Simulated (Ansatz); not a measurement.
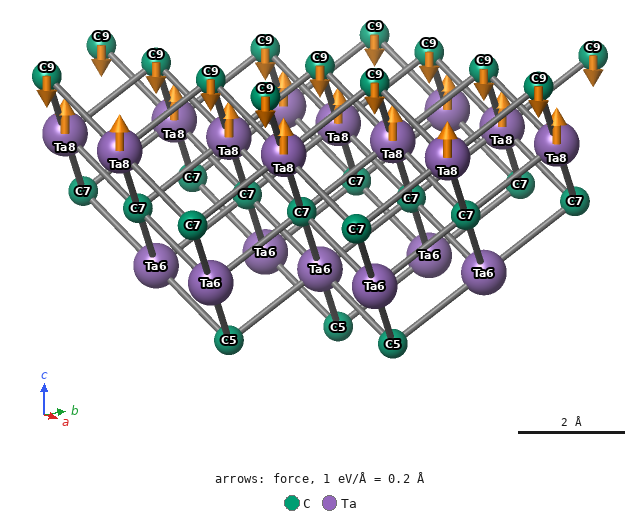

Starting geometry of a slab of composition Ta₄C₅ (cut from the Fm-3m phase) with the computed forces as orange arrows. Style: ball-and-stick. Shown: the atoms within 5.8 Å of the atom that moves most (axes of the 2 × 3 repeat of the cell, outlined in the plane, without the vacuum), slightly off an axis.

The slab is the (1 1 1) face of TaC.

The calculation used DFT PBE, scalar-relativistic, plane waves, PAW (Ansatz 0.2.0). Settings: plane-wave cutoff 420 eV; k-point mesh 12 × 12 × 1; occupations gaussian; smearing width 0.1 eV; no spin polarisation; dipole correction; atoms relaxed in a fixed cell; force threshold 0.02 eV/Å; at most 60 steps.

Question: What follows when this structure is relaxed?

Answer: It isn't relaxed: the largest force vector, on Ta atoms, is 3.51 eV/Å. The atoms end up moving mostly along the starting forces (cosine between the two patterns 0.93). Over 4 accepted moves (5 points after the start) the energy falls by 1.067 eV per cell of the calculation. Largest force component: 3.5 eV/Å at the start, 0.0094 eV/Å at the end. 1 step only repeated the SCF at the same geometry. The largest moves relative to the layer's centre, 0.19 Å, are those of C1 and C9. C9 goes along the normal (−c). Largest moves by element: C 0.19 Å, Ta 0.12 Å. The cell stays as it was. Some distances before and after: Ta8–C9 2.238 → 2.074 Å, C7–Ta8 2.238 → 2.341 Å, Ta6–Ta8 3.164 → 3.230 Å, Ta6–C7 2.238 → 2.186 Å. Bond angles that change, for instance: C7–Ta8–C9 180.0° → 169.5°, Ta8–C9–Ta8 90.0° → 99.5°, C9–Ta8–C9 90.0° → 99.5°. The run took 69 s on 2 threads of Arm Neoverse V1 (shared host), peak memory 0.52 GiB.
